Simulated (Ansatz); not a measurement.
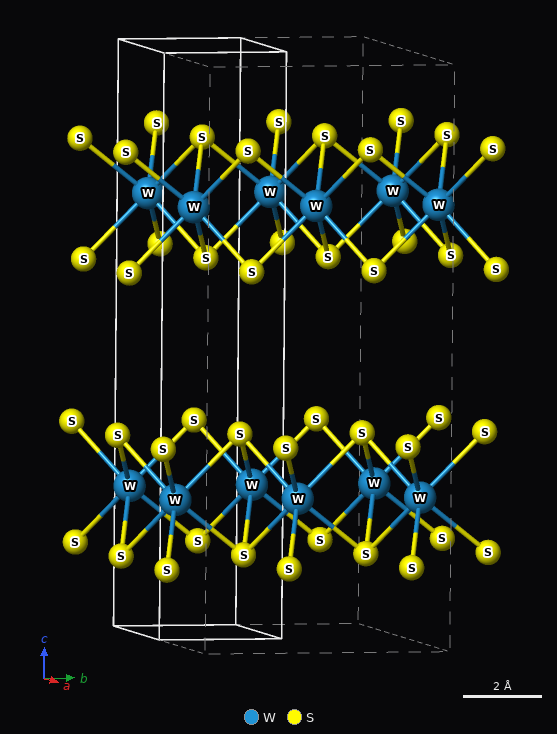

An orthographic ball-and-stick view of the structure, slightly off an axis. The structure is repeated 2×2×1 times; solid lines mark one conventional unit cell. A few atoms beyond the faces are included.

WS$_{2}$, space group P-1 (No. 2), a = 3.19 Å, b = 3.19 Å, c = 15.29 Å, α = 87.79°, β = 88.71°, γ = 60.01°.

Level of theory: DFT PBE, scalar-relativistic, plane waves, PAW (Ansatz 0.2.0). Settings were E_cut = 420 eV, k-points about 0.23 Å⁻¹ apart, Gaussian smearing of 0.02 eV, no spin polarisation.

What does the calculation say: metal or gapped?

A semiconductor at this level, with a gap of 1.84 eV on the k-mesh (the true edges may lie between mesh points, so the gap can be somewhat smaller).

Provenance: a structure type filled with these elements by a generator (whether the compound takes this form wasn't checked). What is shown is the relaxed result from DFT PBE, scalar-relativistic, plane waves, PAW in Ansatz.
